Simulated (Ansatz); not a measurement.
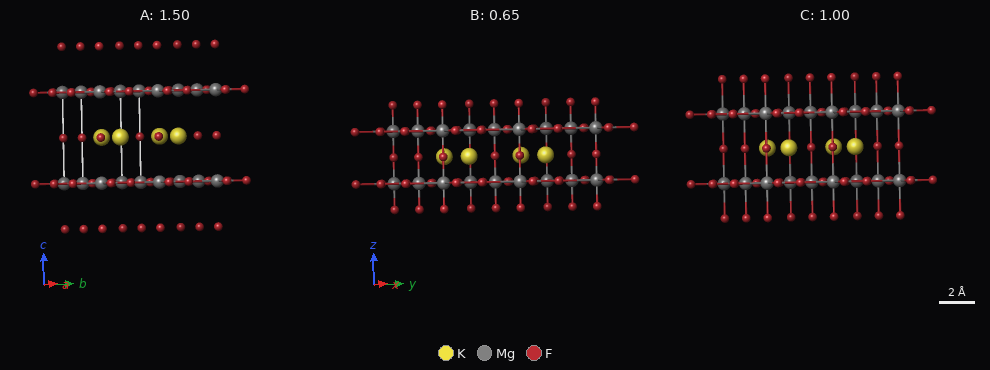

A scan of solid KMgF₃ (Pm-3m): the ratio of the cell's length along z to its lengths across, counted as 1 for the reference, is changed at fixed volume (a tetragonal or Bain path), with the atoms kept at their fractional coordinates. x, y and z are the Cartesian axes of the input. A ball-and-stick model of the cell of the calculation, repeated 2 × 2 × 1 with one cell outlined, seen along the a axis, with a slight tilt.

Computed with DFT PBE, scalar-relativistic, plane waves, PAW (Ansatz 0.2.0). (plane-wave cutoff 420 eV; k-point mesh 6 × 6 × 6; occupations gaussian; smearing width 0.05 eV; no spin polarisation). Energies (free energies at the smearing named) are counted from the cell as listed in its source, which wasn't relaxed.

Order these geometries by energy, lowest first.

Answer. Lowest first: C (the relative ratio 1.00, 0 meV/atom), A (the relative ratio 1.50, 407 meV/atom), B (the relative ratio 0.65, 941 meV/atom). Over the whole scan: of the computed points the lowest is at the relative ratio 1.00, 0 meV/atom. The unrelaxed reference is under a pressure of 3.8 GPa. The distortion takes the space group from Pm-3m to P4/mmm. At the relative ratio 1.50 the cell of the drawing goes a 3.986 → 3.482 Å, b 3.986 → 3.482 Å, c 3.986 → 5.223 Å.
